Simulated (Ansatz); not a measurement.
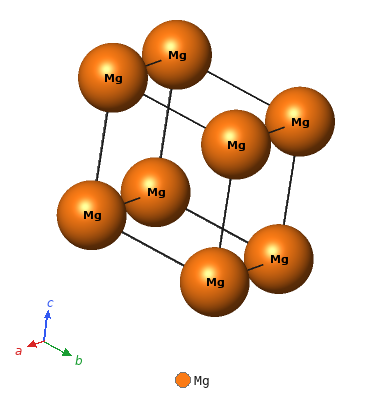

The image is a spheres-only drawing of a crystal, viewed slightly off an axis. Atoms at the boundary of the simulation cell (the box) are drawn once for each face, edge or corner they touch.

The run was set up as follows:
```yaml
crystal:
  lattice:
    - [-1.7899678385, 1.7899678385, 1.7899678385]
    - [1.7899678385, -1.7899678385, 1.7899678385]
    - [1.7899678385, 1.7899678385, -1.7899678385]
  atoms:
    - { symbol: Mg, position: [0.0, 0.0, 0.0] }
basis:
  ecutwfc: 600
  ecutrho_ratio: 5
kpoints:
  mp_grid: { grid: [16, 16, 16] }
hamiltonian:
  xc: pbe
scf:
  occupations: { method: gaussian, width: 0.05 }
output:
  forces: true
  stress: true
  eigenvalues: true
  populations: true
magnetization:
  noncollinear: true
  spin_orbit: true
```

The numbers come from Ansatz, DFT PBE, spin-orbit coupling, plane waves, PAW, using a plane-wave cutoff of 600 eV, a 16×16×16 mesh of k-points, Gaussian smearing of 0.05 eV, no moments seeded, so the run stays non-magnetic, spinor wavefunctions.

> Metal or not?

A metal: bands cross the Fermi level.

> Give the pressure and its sign.

The computed pressure is 0.0 GPa, close to zero.

The model was built from a structure type filled with this element by a generator (whether the element takes this form wasn't checked). The cell was then strained or its atoms displaced on purpose. It went into a calculation with Ansatz.
